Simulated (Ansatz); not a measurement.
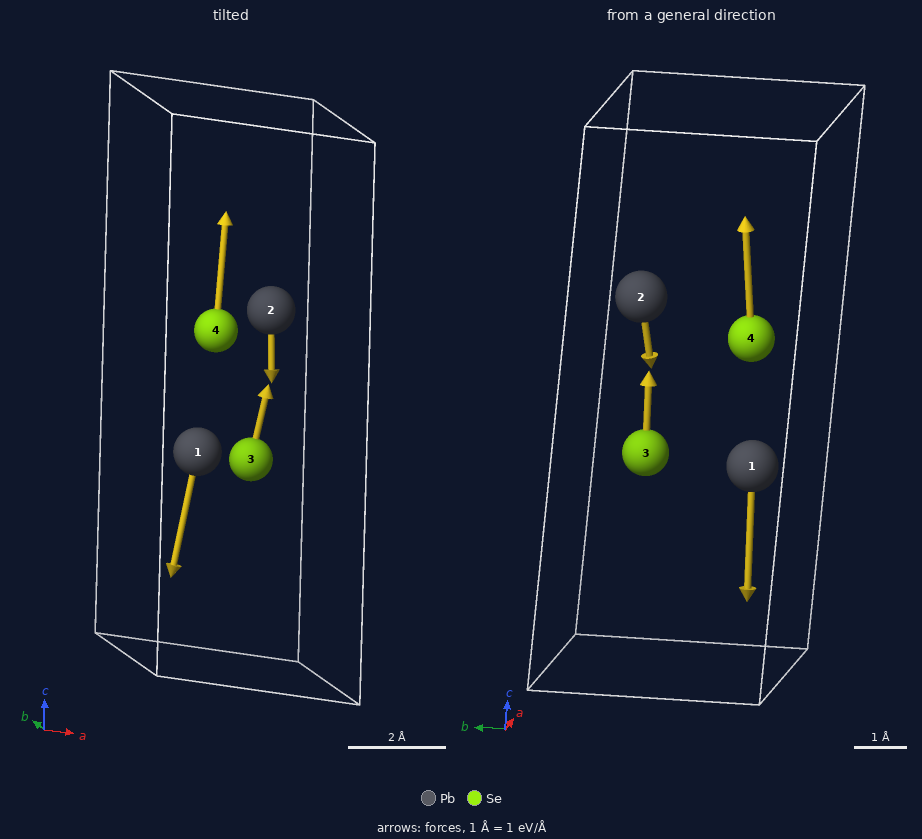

The crystal in a spheres-only representation, seen slightly off an axis and from a general direction. Thin lines show the cell (the run's own, in a reduced setting), with boundary atoms drawn in all their periodic places. The arrows are the computed forces on the atoms.

System: PbSe. Theory: DFT PBEsol, scalar-relativistic, plane waves, PAW in Ansatz. Numerical settings: a kinetic-energy cutoff of 420 eV, k-points about 0.24 Å⁻¹ apart, Gaussian smearing of 0.02 eV, no spin polarisation.

### Is this an equilibrium geometry?

No. The atoms still feel forces of up to about 2.2 eV/Å, far above a usual threshold of 0.01 to 0.03 eV/Å.

### Average the force magnitudes by element.

Mean magnitudes: about Pb 1.6 eV/Å, Se 1.6 eV/Å.

Starting structure: a structure listed in the Materials Project. The cell was then strained or its atoms displaced on purpose. It was run through Ansatz as a DFT input.
